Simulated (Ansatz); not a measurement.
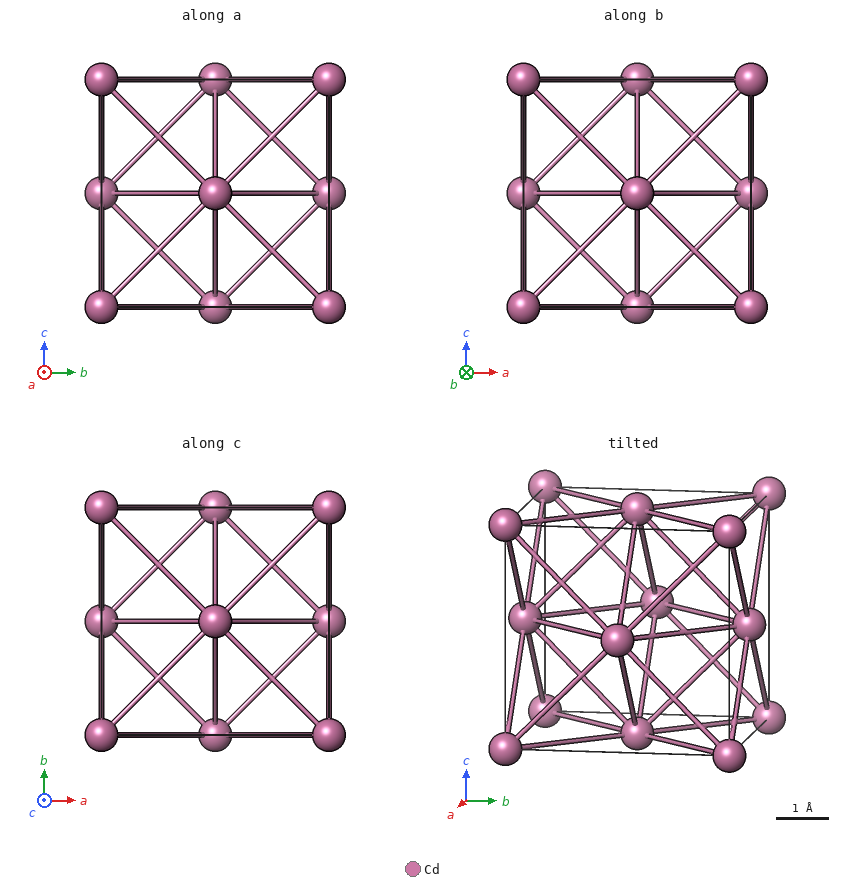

We look at a ball-and-stick model of the crystal along the a axis, along the b axis, along the c axis and slightly off an axis. Atoms at the boundary of the conventional unit cell (the box) are drawn once for each face, edge or corner they touch.

Lattice parameters: a = 4.4216 Å, b = 4.4216 Å, c = 4.4216 Å, α = 90.000°, β = 90.000°, γ = 90.000°.

**Give the structure in the form of a CIF in P1 with every atom of the cell.**

```cif
data_structure
_symmetry_space_group_name_H-M 'P 1'
_symmetry_Int_Tables_number 1
_cell_length_a 4.4216
_cell_length_b 4.4216
_cell_length_c 4.4216
_cell_angle_alpha 90.000
_cell_angle_beta 90.000
_cell_angle_gamma 90.000
_cell_volume 86.45
loop_
_atom_site_label
_atom_site_type_symbol
_atom_site_fract_x
_atom_site_fract_y
_atom_site_fract_z
_atom_site_occupancy
Cd1 Cd 0.0000 0.0000 0.0000 1
Cd2 Cd 0.0000 0.5000 0.5000 1
Cd3 Cd 0.5000 0.0000 0.5000 1
Cd4 Cd 0.5000 0.5000 0.0000 1
```

The structure was taken from a structure type filled with this element by a generator (whether the element takes this form wasn't checked). Earlier steps of the study may have refined or changed the cell and positions. An electronic-structure calculation with Ansatz was run on it.
